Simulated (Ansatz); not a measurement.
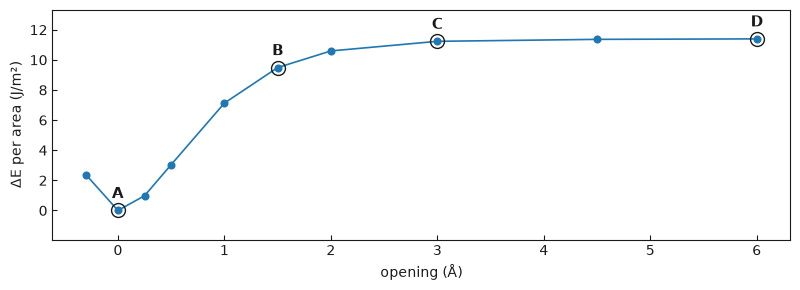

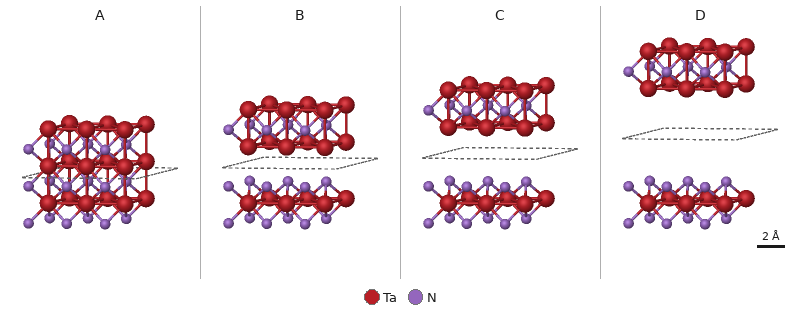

Crystalline TaN (P-6m2): the crystal is pulled apart rigidly along the normal of the (0 0 1) plane of the conventional cell, at a cut between a plane of N below and one of Ta above, 1.44 Å apart. One cut stands in each cell, which starts 8.6 Å high; nothing is relaxed, and the dashed outline marks the cut. The lettered frames are marked on the plot. Style: ball-and-stick. Shown: the layers on both sides of the cut, from the side, nearly along the cut plane.

The calculation used Ansatz 0.2.0, DFT PBEsol, scalar-relativistic, plane waves, PAW. Settings: plane-wave cutoff 420 eV; k-point mesh 23 × 23 × 7; occupations gaussian; smearing width 0.15 eV; no spin polarisation. Energies (free energies at the smearing named) are counted from the relaxed crystal.

Q: Read off the main features of the energy profile.

A: At the widest opening, 6.00 Å, the energy has risen by 11.4 J/m², where the curve has levelled off: this is the ideal work of separation, the sum of the two unrelaxed surface energies of a slab 8.6 Å thick. The steepest rise lies between 0.25 Å and 0.50 Å, with a mean traction of about 83 GPa. Pressing the cut together by 0.30 Å costs 2.4 J/m².
